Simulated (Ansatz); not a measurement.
## Energy of MoSe$_{2}$ along an even scaling of the cell

System: MoSe$_{2}$ (6 atoms in the cell).
Method: Kohn-Sham DFT of a periodic cell, LDA, Ansatz PAW, no spin polarisation (Ansatz 0.2.0).

The 6 runs differ only in the geometry, by an even scaling of the cell at fixed fractional positions. The structure derives from an entry of the Crystallography Open Database.

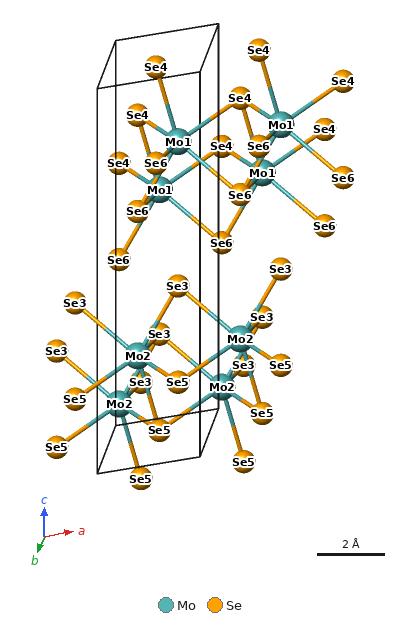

Figure 1. The structure of run 4 (ball-and-stick view of the cell of the calculation, repeated 2 × 2 × 1, seen at an oblique angle; bonded neighbours outside the cell are drawn too; atoms are numbered from 1 in the order of the input). An atom can appear more than once, as a periodic image.

**Input of run 4**
```yaml
crystal:
  lattice:
    - [3.309775469, 0.0, 0.0]
    - [-1.6548877345, 2.866349637, 0.0]
    - [0.0, 0.0, 12.9854329533]
  atoms:
    - { symbol: Mo, position: [0.6666666667, 0.3333333333, 0.75] }
    - { symbol: Mo, position: [0.3333333333, 0.6666666667, 0.25] }
    - { symbol: Se, position: [0.6666666667, 0.3333333333, 0.375] }
    - { symbol: Se, position: [0.3333333333, 0.6666666667, 0.875] }
    - { symbol: Se, position: [0.6666666667, 0.3333333333, 0.125] }
    - { symbol: Se, position: [0.3333333333, 0.6666666667, 0.625] }
hamiltonian:
  xc: lda
  pseudopotentials: { kind: paw }
kpoints:
  mp_grid: { grid: [9, 9, 2] }
scf:
  occupations: { method: fermi_dirac, width: 0.05 }
output:
  forces: true
  stress: true
  eigenvalues: true
```

Command:
```bash
ansatz run input.yaml --threads 2 --pin off --max-ram 5632MiB --backend cpu --events-out ev --progress --plain --runs-dir out
```

Run 2 differs from it as follows:
```diff
-    - [3.309775469, 0.0, 0.0]
-    - [-1.6548877345, 2.866349637, 0.0]
-    - [0.0, 0.0, 12.9854329533]
+    - [3.265932221, 0.0, 0.0]
+    - [-1.6329661105, 2.8283802704, 0.0]
+    - [0.0, 0.0, 12.8134202101]
```

**Results, with one run withheld**

| run | volume per atom (Å³) | free energy per atom, from the lowest run given (meV) | pressure (GPa) | gap on the mesh (eV) |
| --- | --- | --- | --- | --- |
| 1 | 19.324 | 17.85 | 6.74 | 0.87 |
| 2 | 19.727 | ? | ? | ? |
| 3 | 20.129 | 0.00 | 0.58 | 0.87 |
| 4 | 20.532 | 1.88 | −2.03 | 0.86 |
| 5 | 20.935 | 9.98 | −4.37 | 0.86 |
| 6 | 21.337 | 23.66 | −6.48 | 0.86 |

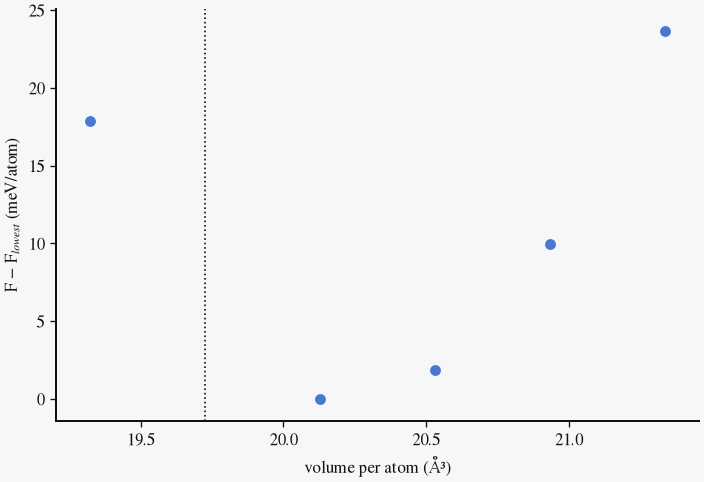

Figure 2. Free energy per atom of the runs given; the dotted line marks run 2.

Fit the runs given and predict run 2.

A cubic polynomial in V^(−2/3) (the Birch–Murnaghan form), fitted to the 5 runs given, misses them by at most 0.01 meV per atom. With x = V^(−2/3) − 0.13380 Å⁻², it reads F = 0.80377 − 2011.4 x + 1.0527e+06 x² + 1.5561e+06 x³ (meV per atom). At run 2 it gives 5.06 meV per atom, and the run itself gives 5.06. The slope of the fit gives a pressure −dF/dV of 3.49 GPa there, and the run prints 3.50 GPa. The fit has its minimum at 20.216 Å³ per atom, where V d²F/dV² gives 135 GPa. Cell shape and fractional positions are held, so this is the stiffness under even scaling; the relaxed bulk modulus wasn't computed and can be far lower in a crystal of layers, chains or molecules like this one.

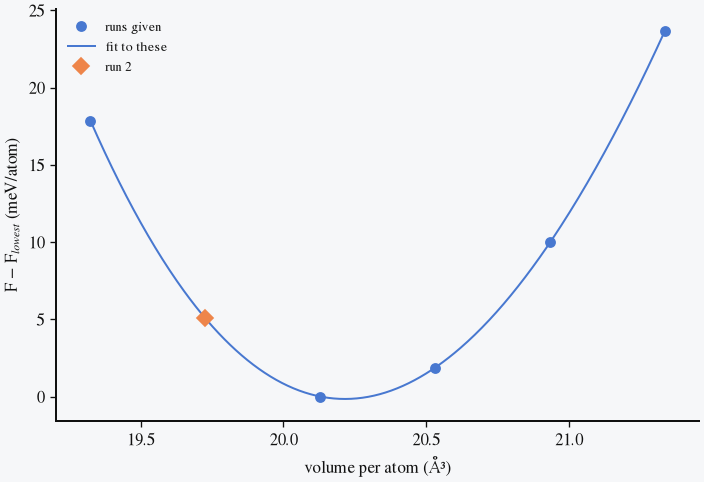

Figure 3. The fit and the withheld run.

**Output, shortened to warnings, some set-up lines, iterations and results (run 2)**
```
Basis set: ecut = 420 eV, 2347 PW (Γ)
Symmetry: 24 space group operations
k-points: 24 of 162
Initial density: superposition of atomic densities (neutral atoms: chi_scale 0, normalization atom), corrected by the library's trained network
[...]
SCF iter   1: F=—  HF=-31223.026695 eV  |F-HF|=—  |Δ(HF+E_count)|=         —  Δρ=7.32e-3  dr2=3.19e-2  ethr=1.77e-3  ⟨swp⟩=6.2  Hψ=4736  notcnv=0  defer=1
SCF iter   2: F=—  HF=-31223.026498 eV  |F-HF|=—  |Δ(HF+E_count)|=   1.96e-4  Δρ=3.81e-3  dr2=6.84e-3  ethr=3.47e-5  ⟨swp⟩=2.0  Hψ=1921  notcnv=0  defer=8
SCF iter   3: F=—  HF=-31223.026693 eV  |F-HF|=—  |Δ(HF+E_count)|=   1.95e-4  Δρ=1.91e-3  dr2=1.76e-3  ethr=7.43e-6  ⟨swp⟩=2.7  Hψ=1791  notcnv=0  defer=2
SCF iter   4: F=—  HF=-31223.026813 eV  |F-HF|=—  |Δ(HF+E_count)|=   1.20e-4  Δρ=2.13e-4  dr2=4.37e-5  ethr=1.92e-6  ⟨swp⟩=2.0  Hψ=1676  notcnv=0  defer=2
SCF iter   5: F=—  HF=-31223.026804 eV  |F-HF|=—  |Δ(HF+E_count)|=   9.57e-6  Δρ=9.27e-5  dr2=1.56e-5  ethr=4.75e-8  ⟨swp⟩=2.0  Hψ=2352  notcnv=0  defer=2
SCF iter   6: F=—  HF=-31223.026803 eV  |F-HF|=—  |Δ(HF+E_count)|=   8.19e-7  Δρ=2.89e-5  dr2=1.73e-6  ethr=1.69e-8  ⟨swp⟩=3.0  Hψ=2486  notcnv=0  defer=2
SCF iter   7: F=—  HF=-31223.026803 eV  |F-HF|=—  |Δ(HF+E_count)|=   1.54e-7  Δρ=6.49e-6  dr2=1.15e-7  ethr=1.88e-9  ⟨swp⟩=2.0  Hψ=1541  notcnv=0  defer=2
SCF iter   8: F=-31223.026803 eV  HF=-31223.026803 eV  |F-HF|=5.86e-10  |Δ(HF+E_count)|=   2.46e-8  Δρ=1.31e-6  dr2=3.11e-9  ethr=1.09e-10  ⟨swp⟩=7.9  Hψ=4425  notcnv=0
SCF 1 converged in 8 iterations: F = -31223.026803 eV  dr2 = 3.11e-9
SCF converged after 8 iterations
Free energy (F): -31223.026803 eV
Harris-Foulkes:  -31223.026803 eV  (|F-HF|=5.86e-10)
Internal energy: -31223.026794 eV  (E = F + TS)
E sigma→0 (E₀):  -31223.026799 eV
Entropy (-TS):   -0.000009 eV (-0.002 meV/atom)
Fermi energy:    13.028884 eV
--- Per-component energies (eV) ---
  E_band       = -1630.828292
  E_kinetic    = 1371.018210
  E_local      = -12092.872876  (includes V_loc(G=0)·N_el)
  E_nonlocal   = -2059.067417
  E_hartree    = 5725.290532
  E_xc         = -784.917436
  E_vxc        = -858.678752  (∫ρ·V_xc dr)
  E_paw        = -13487.446625  (= ΣΔE_a)
  E_vpaw       = 558.190849  (= ΣTr[D̂ρ^β])
  E_aug_tail   = -0.002385  (compensation charges beyond the density's cutoff)
  E_ewald      = -9904.843878
  E_core_change = 9.815082  (= ΣΔE_core)
  E_smearing   = -0.000009  (= −TS)
  E_closure    = -0.000000  (closes the sum)
  Σ components = -31223.026803   (vs F -31223.026803, Δ=0.00e0)
--- Forces (eV/Å), atoms counted from 1 ---
  atom   1  Mo     0.00000000     0.00000000     0.00000000
  atom   2  Mo    -0.00000000    -0.00000000     0.00000000
  atom   3  Se    -0.00000000    -0.00000000     0.93401780
  atom   4  Se    -0.00000000     0.00000000     0.93401780
  atom   5  Se     0.00000000    -0.00000000    -0.93401780
  atom   6  Se     0.00000000     0.00000000    -0.93401780
  max |Σ_I F_I| component: 1.11e-16 eV/Å
--- Stress (GPa, compression-positive) ---
        1.586770       0.000000       0.000000
        0.000000       1.586770      -0.000000
        0.000000      -0.000000       7.313116
  P = ⅓ Tr σ = 3.4956 GPa (34.956 kbar)
```
